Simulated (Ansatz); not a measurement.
C: single-point calculation

System: C (4 atoms in the cell).
Method: DFT PBE+D3(BJ), scalar-relativistic, plane waves, PAW, no spin polarisation (Ansatz 0.2.0).

The structure derives from an entry of the Crystallography Open Database. Figures and captions count atoms from 1; the log counts them from 0 in places.

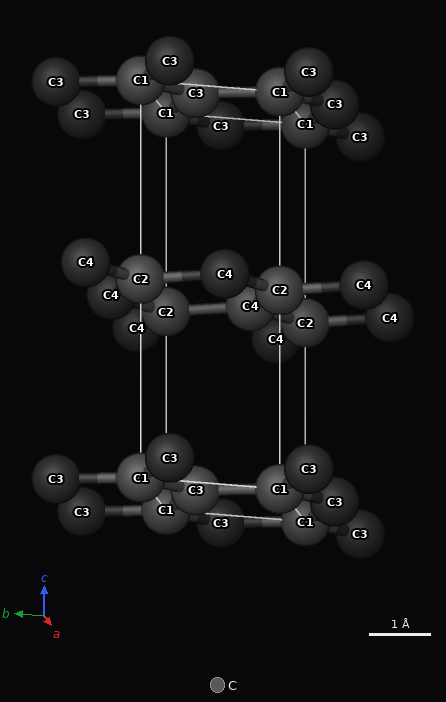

The input geometry (ball-and-stick view of the cell of the calculation, seen at an oblique angle; neighbours outside the cell are drawn fainter; atoms are numbered from 1 in the order of the input). An atom can appear more than once, as a periodic image. Near neighbours in the periodic cell (some may lie outside the picture): C has 3 C at 1.43 Å.

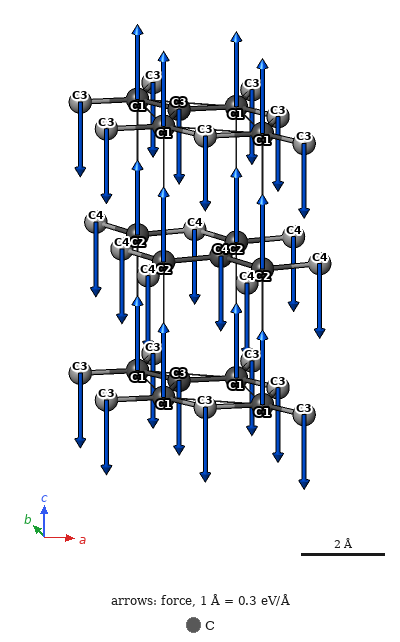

Forces on the atoms as blue arrows (ball-and-stick view of the cell of the calculation, seen slightly off an axis; neighbours outside the cell are drawn fainter; atoms are numbered from 1 in the order of the input). The largest act on all 4 C atoms (0.57 eV/Å). The geometry is not a stationary point of this energy.

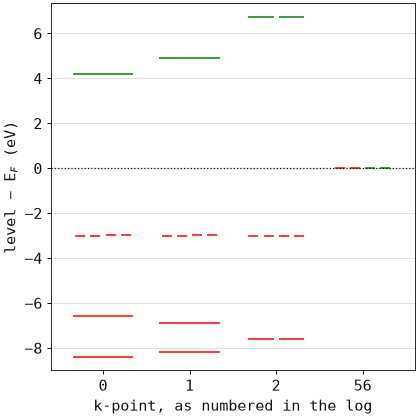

Kohn–Sham levels near the Fermi level (dotted) at the few k-points that the log prints; levels within 0.02 eV of each other stand side by side. The system is metallic on the full mesh.

These pictures come from the run below.

Input file
```yaml
crystal:
  lattice:
    - [2.4699988104, 0.0, 0.0]
    - [-1.2349994052, 2.1390817171, 0.0]
    - [0.0, 0.0, 6.79]
  atoms:
    - { symbol: C, position: [0.0, 0.0, 0.0] }
    - { symbol: C, position: [0.0, 0.0, 0.5] }
    - { symbol: C, position: [0.3333333333, 0.6666666667, 0.005] }
    - { symbol: C, position: [0.6666666667, 0.3333333333, 0.505] }
basis:
  ecutwfc: 420
kpoints:
  mp_grid: { grid: [12, 12, 4] }
hamiltonian:
  xc: pbe
  dispersion: d3bj
scf:
  occupations: { method: gaussian, width: 0.1 }
output:
  forces: true
  stress: true
  eigenvalues: true
```

Launched with:
```bash
ansatz run input.yaml --threads 4 --pin off --max-ram 10240MiB --backend cpu --events-out ev --progress --plain --runs-dir out
```

The program's output
```
Engine: ansatz 0.2.0, x86_64-unknown-linux-gnu
Pseudopotentials: kind: paw
Pseudopotential: C, paw, valence charge 4, recommended cutoff 420 eV (normal), C.paw.azcp
Functional definition: PBE
  parameter kappa = 0.804
  parameter beta = 0.06672455060314922
  exchange = pbe_x(kappa = kappa, mu = beta*pi^2/3)
  correlation = pbe_c(beta = beta)
Crystal: 4 atoms, lattice volume = 35.875 Å³
Basis set: ecut = 420 eV, 665 PW (Γ), exchange–correlation on 36×36×96 points (8 copies of the dense FFT grid, shifted against one another)
Bands: 12, of which v1, the nominal top of the filled ones, is band 8 counted from 1 (7 counted from 0)
Symmetry: 12 space group operations
Space group: P63mc (ITA 186), of the structure as read, at distance tolerance 3.3e-5 Å
k-points: 57 of 576 (time reversal used)
Non-local potential: C, projectors of the file, l = 0: 2, l = 1: 2, l = 2: 1
PAW form: soft (Blöchl's): semilocal exchange-correlation on the pseudo side does not see the compensation charge
PAW one-centre angular grid: C, 110 points (default); XC on 64 Gauss nodes
Initial density: superposition of atomic densities (neutral atoms: chi_scale 0, normalization atom), corrected by the library's trained network
Initial wavefunctions: pseudopotential atomic-orbital guess
Functional: x = pbe(κ = 0.804, μ = 0.2195149727645171), c = pbe(β = 0.06672455060314922)
SCF iter   1: F=—  HF=-1004.313076 eV  |F-HF|=—  |Δ(HF+E_count)|=         —  Δρ=2.66e-3  dr2=2.21e-3  ethr=1.77e-3  ⟨swp⟩=5.3  Hψ=3695  notcnv=0
preconditioner: auto → none  [metal: Δε(μ)=0.004 eV  Ē_g=15.655 eV  σ=0.100 eV  W_gap=0.02  n_scr=4 (ndim 8)  ℏωp=24.8 eV  f_vac=0.004  D(μ)=0.39/eV (n_scr^D=2)  sad-step TF]
SCF iter   2: F=—  HF=-1004.313531 eV  |F-HF|=—  |Δ(HF+E_count)|=   4.55e-4  Δρ=1.61e-3  dr2=9.94e-4  ethr=1.38e-5  ⟨swp⟩=1.8  Hψ=1395  notcnv=0
SCF iter   3: F=—  HF=-1004.313451 eV  |F-HF|=—  |Δ(HF+E_count)|=   8.05e-5  Δρ=2.82e-4  dr2=1.10e-5  ethr=6.21e-6  ⟨swp⟩=2.1  Hψ=1136  notcnv=0
SCF iter   4: F=—  HF=-1004.313481 eV  |F-HF|=—  |Δ(HF+E_count)|=   2.99e-5  Δρ=3.84e-5  dr2=5.53e-7  ethr=6.88e-8  ⟨swp⟩=2.4  Hψ=1096  notcnv=0
iter 5 did not close the SCF: its close was put off for the readings that it lacked (scf_convergence_deferred on its scf_iter line)
SCF iter   5: F=-1004.313481 eV  HF=-1004.313481 eV  |F-HF|=8.97e-9  |Δ(HF+E_count)|=   9.58e-8  Δρ=1.13e-5  dr2=2.33e-8  ethr=3.46e-9  ⟨swp⟩=2.4  Hψ=1135  notcnv=0
SCF iter   6: F=-1004.313481 eV  HF=-1004.313481 eV  |F-HF|=3.37e-10  |Δ(HF+E_count)|=   2.69e-9  Δρ=2.03e-6  dr2=5.85e-10  ethr=1.46e-10  ⟨swp⟩=2.3  Hψ=2525  notcnv=0
SCF 1 converged in 6 iterations: F = -1004.313481 eV  dr2 = 5.85e-10
  greatest PAW one-centre occupation: 0.671 electrons in one spin orbital (limit 2), on the C atom at site 1 (counted from 0), in its partial waves of l = 0
SCF converged after 6 iterations
Free energy (F): -1004.313481 eV
Harris-Foulkes:  -1004.313481 eV  (|F-HF|=3.37e-10)
Internal energy: -1004.311539 eV  (E = F + TS)
E sigma→0 (E₀):  -1004.312510 eV
Entropy (-TS):   -0.001942 eV (-0.485 meV/atom)
Fermi energy:    6.798086 eV
--- Per-component energies (eV) ---
  E_band       = -36.701099
  E_kinetic    = 362.960992
  E_local      = -621.308508  (includes V_loc(G=0)·N_el)
  E_nonlocal   = 109.039493
  E_hartree    = 188.632618
  E_xc         = -191.855039
  E_vxc        = -237.539899  (∫ρ·V_xc dr)
  E_paw        = -397.297951  (= ΣΔE_a)
  E_vpaw       = -27.118228  (= ΣTr[D̂ρ^β])
  E_aug_tail   = 0.000029  (compensation charges beyond the density's cutoff)
  E_ewald      = -453.866923
  E_disp       = -0.616250  (pairwise vdW)
  E_smearing   = -0.001942  (= −TS)
  E_closure    = 0.000000  (closes the sum)
  Σ components = -1004.313481   (vs F -1004.313481, Δ=0.00e0)
--- Forces (eV/Å), atoms counted from 1 ---
  atom   1  C      0.00000000    -0.00000000     0.56820159
  atom   2  C     -0.00000000     0.00000000     0.56820159
  atom   3  C      0.00000000     0.00000000    -0.56823288
  atom   4  C      0.00000000    -0.00000000    -0.56823288
  max |Σ_I F_I| component: 6.26e-5 eV/Å
--- Stress (GPa, compression-positive) ---
       -2.551907       0.000000       0.000000
        0.000000      -2.551907       0.000000
        0.000000      -0.000000      -0.455243
  P = ⅓ Tr σ = -1.8530 GPa (-18.530 kbar)
--- Band table (eV; the first three rows and the last of 57) ---
  k-point 0: bands = ["-12.7850", "-12.5102", "-1.6225", "0.2360", "3.7913", "3.7913", "3.8071", "3.8071", "10.9939", "15.1068", "15.1068", "15.1523"]
  k-point 1: bands = ["-12.7468", "-12.5527", "-1.3895", "-0.0891", "3.7936", "3.7936", "3.8047", "3.8047", "11.7090", "15.1123", "15.1123", "15.1456"]
  k-point 2: bands = ["-12.6519", "-12.6519", "-0.7827", "-0.7827", "3.7988", "3.7988", "3.7988", "3.7988", "13.5369", "13.5369", "15.1283", "15.1283"]
  k-point 56: bands = ["-5.7559", "-5.7559", "-5.7502", "-5.7502", "-3.6907", "-3.6907", "6.7959", "6.7959", "6.8132", "6.8132", "16.9670", "16.9670"]
```

Results in brief

| quantity | value |
| --- | --- |
| outcome | converged |
| space group (tolerance 0.01 Å) | P6₃mc (186) |
| electrons treated | 16 |
| free energy | −1004.3135 eV |
| Fermi energy | 6.798 eV |
| gap on the k-point mesh | none (metallic) |
| pressure | −1.85 GPa |
| largest force (length of the vector) | 0.568 eV/Å |
| hardware | 4 threads of Intel Xeon @ 2.90GHz (Ice Lake), 64 GiB of memory available, shared host |
| wall time | 0.58 s (CPU time 1.7 s) |
| peak memory | 0.35 GiB |
